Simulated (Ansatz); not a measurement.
MoS₂: geometry relaxation

MoS₂ (3 atoms in the cell), computed with DFT PBE+D3(BJ), scalar-relativistic, plane waves, PAW, no spin polarisation (Ansatz 0.2.0).

The structure derives from an entry of the Crystallography Open Database.

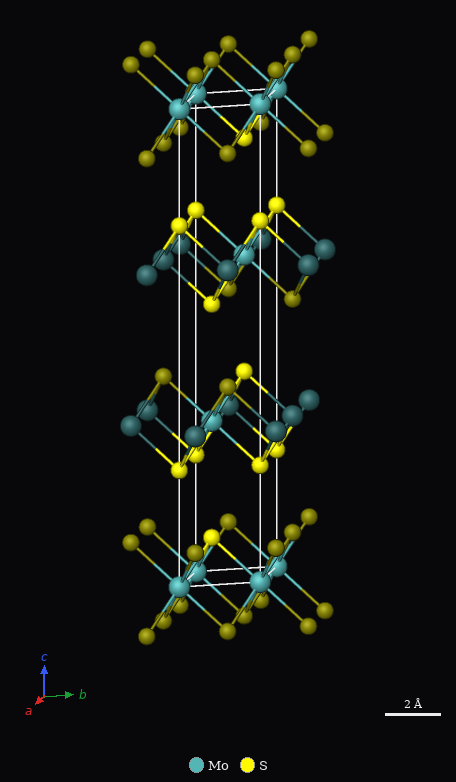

**Figure 1.** The starting structure (ball-and-stick view of the cell 3 times as large as that of the calculation, set on its symmetry axes, seen slightly off an axis; neighbours outside the cell are drawn fainter). Near neighbours in the crystal (not all of them lie inside the picture): Mo has 6 S at 2.42 Å; S has 3 Mo at 2.42 Å.

### The input
```yaml
crystal:
  lattice:
    - [1.5709876266, 0.9070101291, 5.9683061439]
    - [-1.5709876266, 0.9070101291, 5.9683061439]
    - [0.0, -1.8140202582, 5.9683061439]
  atoms:
    - { symbol: Mo, position: [0.0, 0.0, 0.0] }
    - { symbol: S, position: [0.7558003511, 0.7558003511, 0.7558003511] }
    - { symbol: S, position: [0.2441996489, 0.2441996489, 0.2441996489] }
basis:
  ecutwfc: 420
kpoints:
  mp_grid: { grid: [18, 18, 18] }
hamiltonian:
  xc: pbe
  dispersion: d3bj
scf:
  occupations: { method: gaussian, width: 0.1 }
output:
  forces: true
  stress: true
  eigenvalues: true
relax:
  adjacent_minimum: "off"
  f_tol: 0.005
  max_steps: 80
  cell: { stress_tol: 0.05 }
```

Run as:
```bash
ansatz run input.yaml --threads 1 --pin off --max-ram 2560MiB --backend cpu --events-out ev --progress --plain --runs-dir out
```

### The program's output
```
basis.fft_grid_basis auto: the FFT boxes are laid along the combinations [[1, 0, -1], [0, 1, -1], [0, 0, 1]] of the cell's own vectors, 3.142, 3.142 and 6.238 Å long. The dense box has 24×24×45 points. Along the cell's own vectors, as sized, it would have 45×45×45, 3.52 times as many. Of the 12 symmetry operations that the crystal satisfies within crystal.symmetry.tolerance (time reversal apart; of a slab, those that keep its plane) the dense box along the cell's own vectors carries 12, and the one as laid loses 8 of those. basis.fft_grid_basis: typed keeps the cell's own vectors: state it where this run's energies or levels are differenced outside the engine with another run's, or held beside a run that keeps those vectors.
Engine: ansatz 0.2.0, x86_64-unknown-linux-gnu
Pseudopotentials: kind: paw
Pseudopotential: Mo, paw, valence charge 14, recommended cutoff 420 eV (normal), Mo.paw.azcp
Pseudopotential: S, paw, valence charge 6, recommended cutoff 420 eV (normal), S.paw.azcp
Functional definition: PBE
  parameter kappa = 0.804
  parameter beta = 0.06672455060314922
  exchange = pbe_x(kappa = kappa, mu = beta*pi^2/3)
  correlation = pbe_c(beta = beta)
Crystal: 3 atoms, lattice volume = 51.025 Å³
Basis set: ecut = 420 eV, 997 PW (Γ), FFT grids on a1−a3, a2−a3, a3, exchange–correlation on 48×48×90 points (8 copies of the dense FFT grid, shifted against one another)
Bands: 17, of which v1, the nominal top of the filled ones, is band 13 counted from 1 (12 counted from 0)
Symmetry: 12 space group operations
Space group: R-3m (ITA 166), of the structure as read, at distance tolerance 3.7e-5 Å
k-points: 580 of 5832
Non-local potential: Mo, projectors of the file, l = 0: 3, l = 1: 2, l = 2: 2, l = 3: 1
Non-local potential: S, projectors of the file, l = 0: 2, l = 1: 2, l = 2: 2
PAW form: soft (Blöchl's): semilocal exchange-correlation on the pseudo side does not see the compensation charge
PAW one-centre angular grid: Mo, 590 points (default); XC on 64 Gauss nodes
PAW one-centre angular grid: S, 110 points (default); XC on 64 Gauss nodes
Initial density: superposition of atomic densities (neutral atoms: chi_scale 0, normalization atom), corrected by the library's trained network
Initial wavefunctions: pseudopotential atomic-orbital guess
Functional: x = pbe(κ = 0.804, μ = 0.2195149727645171), c = pbe(β = 0.06672455060314922)
SCF iter   1: F=—  HF=-6763.267513 eV  |F-HF|=—  |Δ(HF+E_count)|=         —  Δρ=5.02e-3  dr2=3.05e-2  ethr=1.77e-3  ⟨swp⟩=5.2  Hψ=52482  notcnv=0
preconditioner: auto → Kerker (q_TF=auto, 2.438 Å⁻¹)  [metal: Δε(μ)=0.013 eV  Ē_g=8.040 eV  σ=0.100 eV  W_gap=0.07  n_scr=16 (ndim 8)  ℏωp=22.1 eV  f_vac=0.002  D(μ)=0.90/eV (n_scr^D=2)]
SCF iter   2: F=—  HF=-6763.265337 eV  |F-HF|=—  |Δ(HF+E_count)|=   2.18e-3  Δρ=2.66e-3  dr2=1.05e-2  ethr=1.17e-4  ⟨swp⟩=1.0  Hψ=14500  notcnv=0
SCF iter   3: F=—  HF=-6763.264495 eV  |F-HF|=—  |Δ(HF+E_count)|=   8.42e-4  Δρ=4.35e-4  dr2=4.57e-4  ethr=4.04e-5  ⟨swp⟩=1.6  Hψ=12152  notcnv=0
SCF iter   4: F=—  HF=-6763.264424 eV  |F-HF|=—  |Δ(HF+E_count)|=   7.10e-5  Δρ=1.80e-4  dr2=2.11e-5  ethr=1.76e-6  ⟨swp⟩=2.0  Hψ=13504  notcnv=0
SCF iter   5: F=—  HF=-6763.264464 eV  |F-HF|=—  |Δ(HF+E_count)|=   3.94e-5  Δρ=5.44e-5  dr2=2.45e-6  ethr=8.11e-8  ⟨swp⟩=2.2  Hψ=14055  notcnv=0
SCF iter   6: F=—  HF=-6763.264465 eV  |F-HF|=—  |Δ(HF+E_count)|=   1.60e-6  Δρ=1.51e-5  dr2=1.20e-7  ethr=9.43e-9  ⟨swp⟩=2.0  Hψ=14640  notcnv=0
SCF iter   7: F=-6763.264466 eV  HF=-6763.264466 eV  |F-HF|=6.32e-9  |Δ(HF+E_count)|=   1.70e-7  Δρ=3.37e-6  dr2=6.61e-9  ethr=3.85e-10  ⟨swp⟩=5.0  Hψ=38338  notcnv=0
SCF 1 converged in 7 iterations: F = -6763.264466 eV  dr2 = 6.61e-9
  greatest PAW one-centre occupation: 0.998 electrons in one spin orbital (limit 2), on the Mo atom at site 0 (counted from 0), in its partial waves of l = 0
relax step   1: F+E_penalty+E_count = -6763.26446567 eV  Δ(F+E_penalty+E_count) = +0.000e0 eV  max|allowed force component| = 5.889e-2 eV/Å  Δτ_max = 0.0000 Å  P = -0.091 GPa  Ω = 51.025 Å³  (7 SCF iters, dr2 threshold 1.00e-7 eV, accepted)
Crystal: 3 atoms, lattice volume = 50.294 Å³
Basis set: ecut = 420 eV, 979 PW (Γ), FFT grids on a1−a3, a2−a3, a3, exchange–correlation on 48×48×90 points (8 copies of the dense FFT grid, shifted against one another)
Initial density: handed on by an earlier stage of this run
Initial wavefunctions: those handed on with the density
iter 1 solved again at ethr=8.27e-6 eV; its pass at ethr=3.10e-3 eV (dr2=2.15e-3 eV) is discarded
SCF iter   1: F=—  HF=-6763.265087 eV  |F-HF|=—  |Δ(HF+E_count)|=         —  Δρ=1.49e-3  dr2=2.10e-3  ethr=8.27e-6  ⟨swp⟩=2.0  Hψ=56963  notcnv=0
preconditioner: auto → Kerker (q_TF=auto, 2.444 Å⁻¹)  [metal: Δε(μ)=0.013 eV  Ē_g=8.044 eV  σ=0.100 eV  W_gap=0.07  n_scr=16 (ndim 8)  ℏωp=22.2 eV  f_vac=0.001  D(μ)=0.77/eV (n_scr^D=2)]
SCF iter   2: F=—  HF=-6763.264840 eV  |F-HF|=—  |Δ(HF+E_count)|=   2.47e-4  Δρ=8.24e-4  dr2=7.25e-4  ethr=8.09e-6  ⟨swp⟩=1.0  Hψ=9860  notcnv=0
SCF iter   3: F=—  HF=-6763.264709 eV  |F-HF|=—  |Δ(HF+E_count)|=   1.31e-4  Δρ=1.71e-4  dr2=4.73e-5  ethr=2.79e-6  ⟨swp⟩=2.5  Hψ=13200  notcnv=0
SCF iter   4: F=—  HF=-6763.264715 eV  |F-HF|=—  |Δ(HF+E_count)|=   6.31e-6  Δρ=6.19e-5  dr2=1.58e-6  ethr=1.82e-7  ⟨swp⟩=2.0  Hψ=13766  notcnv=0
iter 5 did not close the SCF: its close was put off for the readings that it lacked (scf_convergence_deferred on its scf_iter line)
SCF iter   5: F=-6763.264716 eV  HF=-6763.264716 eV  |F-HF|=2.18e-8  |Δ(HF+E_count)|=   1.08e-6  Δρ=1.22e-5  dr2=2.10e-7  ethr=6.07e-9  ⟨swp⟩=2.0  Hψ=14360  notcnv=0
SCF iter   6: F=-6763.264717 eV  HF=-6763.264717 eV  |F-HF|=6.25e-9  |Δ(HF+E_count)|=   1.29e-7  Δρ=2.67e-6  dr2=3.92e-9  ethr=8.08e-10  ⟨swp⟩=2.9  Hψ=36013  notcnv=0
SCF 2 converged in 6 iterations: F = -6763.264717 eV  dr2 = 3.92e-9
relax step   2: F+E_penalty+E_count = -6763.26471654 eV  Δ(F+E_penalty+E_count) = -2.509e-4 eV  max|allowed force component| = 4.761e-2 eV/Å  Δτ_max = 0.0199 Å  P = +0.150 GPa  Ω = 50.294 Å³  energy of the carried Pulay correction = +9.103e-5 eV  (6 SCF iters, dr2 threshold 2.17e-7 eV, accepted)
Crystal: 3 atoms, lattice volume = 50.669 Å³
iter 1 solved again at ethr=1.90e-6 eV; its pass at ethr=3.10e-3 eV (dr2=4.95e-4 eV) is discarded
SCF iter   1: F=—  HF=-6763.265340 eV  |F-HF|=—  |Δ(HF+E_count)|=         —  Δρ=7.63e-4  dr2=4.42e-4  ethr=1.90e-6  ⟨swp⟩=2.0  Hψ=56920  notcnv=0
preconditioner: auto → Kerker (q_TF=auto, 2.441 Å⁻¹)  [metal: Δε(μ)=0.006 eV  Ē_g=8.032 eV  σ=0.100 eV  W_gap=0.03  n_scr=16 (ndim 8)  ℏωp=22.1 eV  f_vac=0.002  D(μ)=0.81/eV (n_scr^D=2)]
SCF iter   2: F=—  HF=-6763.265282 eV  |F-HF|=—  |Δ(HF+E_count)|=   5.81e-5  Δρ=4.28e-4  dr2=1.54e-4  ethr=1.70e-6  ⟨swp⟩=1.0  Hψ=9860  notcnv=0
SCF iter   3: F=—  HF=-6763.265277 eV  |F-HF|=—  |Δ(HF+E_count)|=   5.09e-6  Δρ=8.90e-5  dr2=1.21e-5  ethr=5.92e-7  ⟨swp⟩=2.4  Hψ=13157  notcnv=0
SCF iter   4: F=—  HF=-6763.265275 eV  |F-HF|=—  |Δ(HF+E_count)|=   1.35e-6  Δρ=3.50e-5  dr2=6.04e-7  ethr=4.66e-8  ⟨swp⟩=2.0  Hψ=13756  notcnv=0
iter 5 did not close the SCF: its close was put off for the readings that it lacked (scf_convergence_deferred on its scf_iter line)
SCF iter   5: F=-6763.265276 eV  HF=-6763.265276 eV  |F-HF|=1.29e-8  |Δ(HF+E_count)|=   3.14e-7  Δρ=7.20e-6  dr2=9.08e-8  ethr=2.32e-9  ⟨swp⟩=2.1  Hψ=14249  notcnv=0
SCF iter   6: F=-6763.265276 eV  HF=-6763.265276 eV  |F-HF|=2.05e-9  |Δ(HF+E_count)|=   3.25e-8  Δρ=1.70e-6  dr2=2.31e-9  ethr=3.49e-10  ⟨swp⟩=2.7  Hψ=35034  notcnv=0
SCF 3 converged in 6 iterations: F = -6763.265276 eV  dr2 = 2.31e-9
relax step   3: F+E_penalty+E_count = -6763.26527558 eV  Δ(F+E_penalty+E_count) = -5.590e-4 eV  max|allowed force component| = 3.052e-3 eV/Å  Δτ_max = 0.0104 Å  P = +0.007 GPa  Ω = 50.669 Å³  energy of the carried Pulay correction = +4.414e-5 eV  (6 SCF iters, dr2 threshold 1.61e-7 eV, accepted)
Initial wavefunctions: pseudopotential atomic-orbital guess (no wavefunctions were taken with the density)
iter 1 solved again at ethr=1.72e-7 eV; its pass at ethr=3.10e-3 eV (dr2=4.48e-5 eV) is discarded
SCF iter   1: F=—  HF=-6763.265205 eV  |F-HF|=—  |Δ(HF+E_count)|=         —  Δρ=9.66e-6  dr2=9.70e-9  ethr=1.72e-7  ⟨swp⟩=3.2  Hψ=80100  notcnv=0
eigensolver tolerance schedule: the retry pair's looser diagonalisation over-reported the residual by 4623.71 of it (diagonalisation noise at 0.35 of the residual, at the tolerance the schedule requests for it); recorded, not acted on — ethr = c·dr2/N_el stays at c = 1.0e-1
SCF iter   2: F=—  HF=-6763.265231 eV  |F-HF|=—  |Δ(HF+E_count)|=   2.61e-5  Δρ=5.23e-6  dr2=2.87e-9  ethr=3.73e-11  ⟨swp⟩=3.1  Hψ=20472  notcnv=0
SCF iter   3: F=—  HF=-6763.265231 eV  |F-HF|=—  |Δ(HF+E_count)|=   2.73e-9  Δρ=5.69e-7  dr2=2.15e-10  ethr=1.11e-11  ⟨swp⟩=2.0  Hψ=17064  notcnv=0
SCF iter   4: F=—  HF=-6763.265231 eV  |F-HF|=—  |Δ(HF+E_count)|=  2.15e-10  Δρ=3.64e-7  dr2=9.15e-11  ethr=1.00e-12  ⟨swp⟩=2.0  Hψ=12707  notcnv=0
iter 5 did not close the SCF: its close was put off for the readings that it lacked (scf_convergence_deferred on its scf_iter line)
SCF iter   5: F=-6763.265231 eV  HF=-6763.265231 eV  |F-HF|=0.00e0  |Δ(HF+E_count)|=  1.06e-10  Δρ=6.44e-8  dr2=4.43e-12  ethr=1.00e-12  ⟨swp⟩=2.0  Hψ=13405  notcnv=0
SCF iter   6: F=-6763.265231 eV  HF=-6763.265231 eV  |F-HF|=1.82e-12  |Δ(HF+E_count)|=  1.82e-12  Δρ=1.82e-8  dr2=4.30e-13  ethr=1.00e-12  ⟨swp⟩=4.1  Hψ=41522  notcnv=0
SCF 4 converged in 6 iterations: F = -6763.265231 eV  dr2 = 4.30e-13
relax step   4: F+E_penalty+E_count = -6763.26523136 eV  Δ(F+E_penalty+E_count) = +4.423e-5 eV  max|allowed force component| = 3.061e-3 eV/Å  Δτ_max = 0.0000 Å  P = +0.007 GPa  Ω = 50.669 Å³  stress off target by 3.63e-2 GPa  SCF on the basis re-selected at this cell (its energy is not comparable with the rows above)  (6 SCF iters)
```

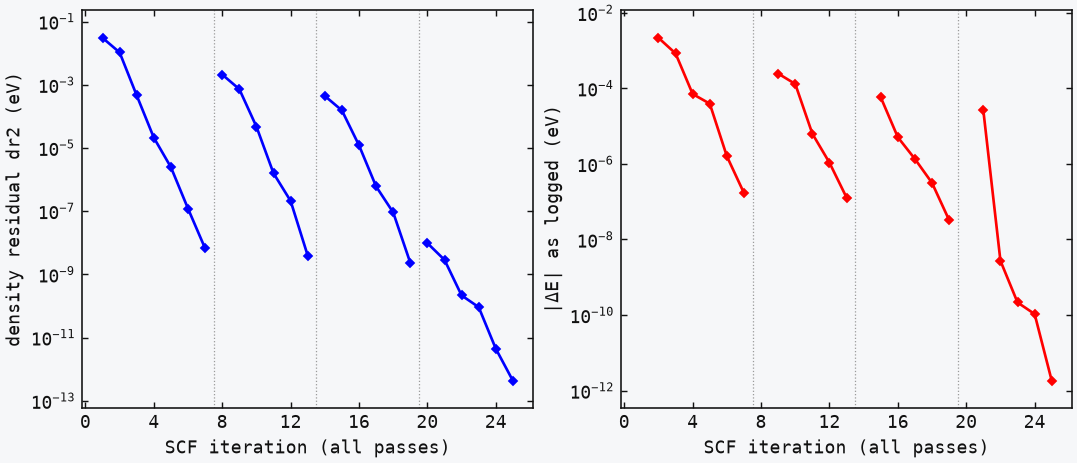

**Figure 2.** Convergence of the self-consistent field: density residual dr2 and size of the energy change against the SCF iteration. The dotted lines part the SCF passes of the relaxation: geometry steps, rejected trials and re-solves on a re-selected basis. The passes take 7, 6, 6 and 6 iterations.

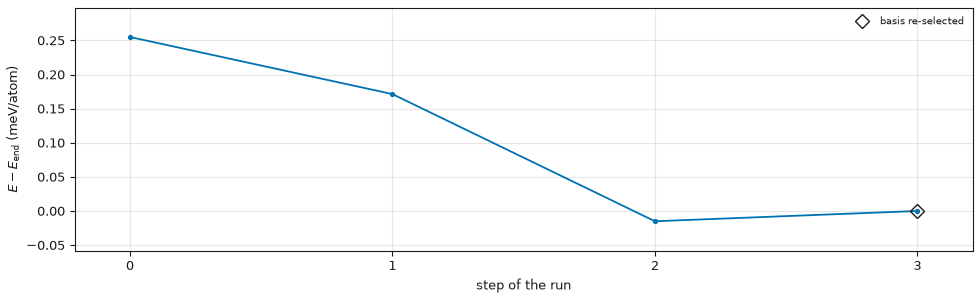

**Figure 3.** Progress of the relaxation, step by step (the first geometry is step 0 here and step 1 in the log). The energy falls by 0.3 meV per atom in 2 geometry steps. Largest force component: 0.059 eV/Å at the start, 0.0031 eV/Å at the end. The pressure goes from −0.09 to 0.01 GPa. The largest moves relative to the cell, 0.009 Å, are those of S2 and S3. Mo stays in place. Cell: a = b 3.142 → 3.133 Å (−0.3 %), c 17.905 → 17.877 Å (−0.2 %). Volume −0.7 %. The space group stays R-3m (No. 166). A last SCF at the same geometry on a re-selected plane-wave basis shifts the energy by +0.0 meV per atom. (Atoms are counted from 1 in the order of the input.)

```
basis re-selected at this cell: Δ(F+E_penalty+E_count) = +4.423e-5 eV, ΔP = +0.000 GPa vs the last step (what re-selecting the basis moved, of the pressure what is left beyond the Pulay correction that the steps carried, after the strain that the cell walked since its last selection, with what the two solves' SCF thresholds leave and, on support functions, any second-order correction that the steps lacked; it is no measure of the basis error at this ecutwfc). This SCF's stress stands 3.63e-2 GPa from its target on what of the cell is left free (relax.cell.stress_tol is 5.00e-2 GPa) and its largest allowed force component is 3.06e-3 eV/Å (relax.f_tol is 5.00e-3 eV/Å): within both
SCF converged after 6 iterations
Free energy (F): -6763.265231 eV
Harris-Foulkes:  -6763.265231 eV  (|F-HF|=1.82e-12)
Internal energy: -6763.261159 eV  (E = F + TS)
E sigma→0 (E₀):  -6763.263195 eV
Entropy (-TS):   -0.004072 eV (-1.357 meV/atom)
Fermi energy:    11.996244 eV
--- Per-component energies (eV) ---
  E_band       = -131.746952
  E_kinetic    = 656.626943
  E_local      = -1769.164965  (includes V_loc(G=0)·N_el)
  E_nonlocal   = 199.632236
  E_hartree    = 669.910660
  E_xc         = -378.585778
  E_vxc        = -405.171237  (∫ρ·V_xc dr)
  E_paw        = -4401.633602  (= ΣΔE_a)
  E_vpaw       = -153.491312  (= ΣTr[D̂ρ^β])
  E_aug_tail   = 0.000044  (compensation charges beyond the density's cutoff)
  E_ewald      = -1738.697298
  E_disp       = -1.349398  (pairwise vdW)
  E_smearing   = -0.004072  (= −TS)
  E_closure    = 0.000000  (closes the sum)
  Σ components = -6763.265231   (vs F -6763.265231, Δ=0.00e0)
--- Forces (eV/Å), atoms counted from 1 ---
  atom   1  Mo    -0.00000000     0.00000000    -0.00000000
  atom   2  S     -0.00000000     0.00000000     0.00306126
  atom   3  S      0.00000000    -0.00000000    -0.00306126
  max |Σ_I F_I| component: 8.10e-18 eV/Å
--- Stress (GPa, compression-positive) ---
       -0.008021       0.000000       0.000000
        0.000000      -0.008021       0.000000
        0.000000       0.000000       0.036345
  P = ⅓ Tr σ = 0.0068 GPa (0.068 kbar)
--- Band table (eV; the first three rows and the last of 580) ---
  k-point 0: bands = ["-49.6991", "-23.7954", "-23.6329", "-23.6329", "-3.2521", "-1.5226", "4.7704", "8.2860", "8.2860", "10.4211", "10.5749", "11.1824", "11.1824", "12.0509", "12.0509", "15.1578", "15.1578"]
  k-point 1: bands = ["-49.6978", "-23.7928", "-23.6461", "-23.6359", "-3.1999", "-1.5107", "4.8401", "8.1461", "8.3145", "10.3881", "10.6213", "10.9628", "10.9831", "12.0932", "12.2445", "14.9996", "15.1227"]
  k-point 2: bands = ["-49.6938", "-23.7853", "-23.6842", "-23.6446", "-3.0464", "-1.4751", "5.0408", "7.8207", "8.3859", "10.1099", "10.3772", "10.6420", "10.8904", "12.1458", "12.5704", "14.7370", "15.0433"]
  k-point 579: bands = ["-49.6991", "-23.7955", "-23.6329", "-23.6329", "-2.7611", "-2.2536", "6.2099", "7.6970", "8.3211", "8.3211", "11.2054", "11.2054", "11.8476", "11.8476", "11.8825", "15.3634", "15.3634"]
--- Relaxed structure (3 steps of the walk, 3 accepted, 1 SCFs on fresh bases) ---
  F+E_penalty+E_count = -6763.26523136 eV   max|allowed force component| = 3.061e-3 eV/Å   (the final SCF, on the basis selected at the relaxed cell)
  cell:  # Å, volume = 50.6693 Å³
    - [1.5667288574775189, 0.9045513276118002, 5.9589013495297944]
    - [-1.5667288574775189, 0.9045513276118002, 5.9589013495297944]
    - [4.0506243602660993e-35, -1.8091026552236005, 5.9589013495297944]
  atoms:
    - { symbol: Mo, position: [-1.5438953617507853e-35, 9.353311588629324e-35, -8.481693076300485e-35] }
    - { symbol: S, position: [0.756330458843458, 0.756330458843458, 0.756330458843458] }
    - { symbol: S, position: [0.24366954115654216, 0.24366954115654216, 0.24366954115654216] }
```

### Trajectory as extended XYZ (Å, eV, eV/Å), 4 frames, from step=1 to step=4
```
3
Lattice="1.5710 0.9070 5.9683 -1.5710 0.9070 5.9683 0.0000 -1.8140 5.9683" Properties=species:S:1:pos:R:3:forces:R:3 step=1 energy=-6763.26447 pressure_GPa=-0.09
Mo    0.0000    0.0000    0.0000    0.0000   0.0000   0.0000
S     0.0000    0.0000   13.5325    0.0000   0.0000   0.0589
S     0.0000    0.0000    4.3724    0.0000   0.0000  -0.0589
3
Lattice="1.5634 0.9026 5.9399 -1.5634 0.9026 5.9399 0.0000 -1.8053 5.9399" Properties=species:S:1:pos:R:3:forces:R:3 step=2 energy=-6763.26472 pressure_GPa=0.15
Mo    0.0000    0.0000    0.0000    0.0000   0.0000   0.0000
S     0.0000    0.0000   13.4879    0.0000   0.0000  -0.0476
S     0.0000    0.0000    4.3318    0.0000   0.0000   0.0476
3
Lattice="1.5667 0.9046 5.9589 -1.5667 0.9046 5.9589 0.0000 -1.8091 5.9589" Properties=species:S:1:pos:R:3:forces:R:3 step=3 energy=-6763.26528 pressure_GPa=0.01
Mo    0.0000    0.0000    0.0000    0.0000   0.0000   0.0000
S     0.0000    0.0000   13.5207    0.0000   0.0000   0.0031
S     0.0000    0.0000    4.3560    0.0000   0.0000  -0.0031
3
Lattice="1.5667 0.9046 5.9589 -1.5667 0.9046 5.9589 0.0000 -1.8091 5.9589" Properties=species:S:1:pos:R:3:forces:R:3 step=4 energy=-6763.26523 pressure_GPa=0.01
Mo    0.0000    0.0000    0.0000    0.0000   0.0000   0.0000
S     0.0000    0.0000   13.5207    0.0000   0.0000   0.0031
S     0.0000    0.0000    4.3560    0.0000   0.0000  -0.0031
```

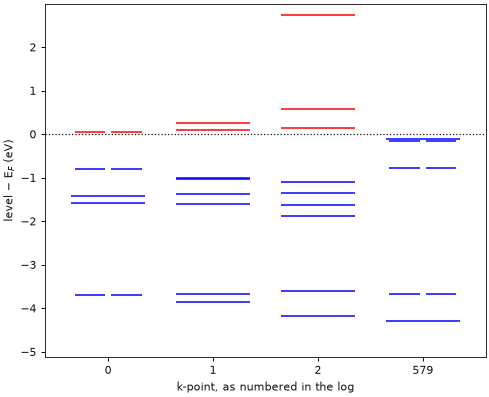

**Figure 4.** Kohn–Sham levels near the Fermi level (dotted) at the few k-points that the log prints; levels within 0.02 eV of each other stand side by side. The system is metallic on the full mesh.

### Key numbers

| quantity | value |
| --- | --- |
| outcome | converged |
| space group (tolerance 0.01 Å) | R-3m (166) |
| electrons treated | 26 |
| free energy | −6763.2652 eV |
| Fermi energy | 11.996 eV |
| gap on the k-point mesh | none (metallic) |
| pressure | 0.01 GPa |
| final volume | 50.67 Å³ |
| largest force (length of the vector) at the end | 0.003 eV/Å |
| final cell | a = 6.227 Å, b = 6.227 Å, c = 6.227 Å, α = 29.14°, β = 29.14°, γ = 29.14° |
| hardware | 1 thread of AMD EPYC (Zen 5), 32 GiB of memory available, shared host |
| wall time | 33 s |
| peak memory | 0.77 GiB |
